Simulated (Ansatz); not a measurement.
System: WC, space group Fm-3m (No. 225).

The given structure:
```yaml
crystal:
  lattice:
    - [0.00000, 2.19268, 2.19268]
    - [2.19268, 0.00000, 2.19268]
    - [2.19268, 2.19268, 0.00000]
  atoms:
    - { symbol: W, position: [0.00000, 0.00000, 0.00000] }
    - { symbol: C, position: [0.50000, 0.50000, 0.50000] }
```

Method: all atoms of one element of a crystal moved along a line, all else fixed, by plane-wave density functional theory with PAW datasets, free energies less that of the undisturbed cell; scalar-relativistic (Ansatz 0.2.0). Level: r2SCAN, no spin polarisation.

wave cutoff 500 eV; k mesh 18×18×18; occupations Gaussian; smearing width 0.15 eV; k shift (0, 0, 0) (mesh steps); start as given; moved element W; direction (0, −0.7071, −0.7071) (Cartesian unit vector).

The points at displacement −0.375, −0.125, 0.25 and 0.5 follow from computed ones by symmetry.

What does the calculation give for the energy change against displacement? The displacement takes the values −0.5000, −0.3750, −0.2500, −0.1250, 0.0000, 0.0625, 0.1250, 0.1875, 0.2500, 0.3125, 0.3750, 0.4375, 0.5000 Å.

The energy rises on both sides of the starting structure, which is therefore a minimum along this path. The energy change is 1.04 eV/cell at displacement −0.5000 Å and 1.04 eV/cell at 0.5000 Å; the lowest computed point is at displacement 0.0000 Å (0.00 eV/cell). The harmonic force constant k (E = k x²/2 near the start) is 5.81 eV/Å².

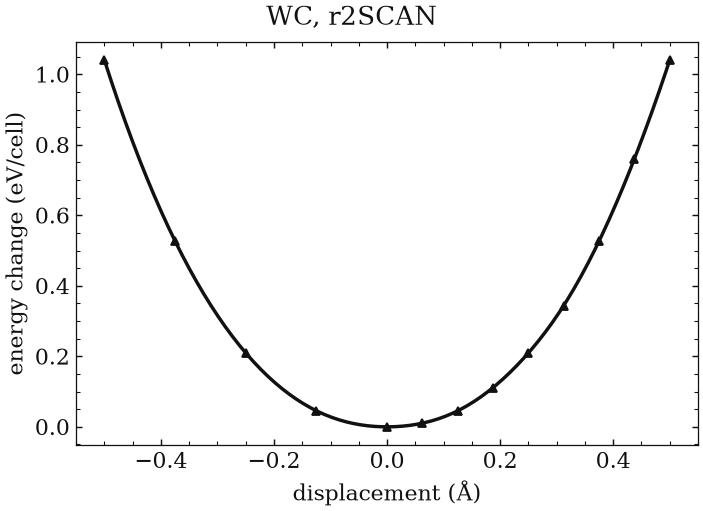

Limits of the calculation: reference crystal is not relaxed.
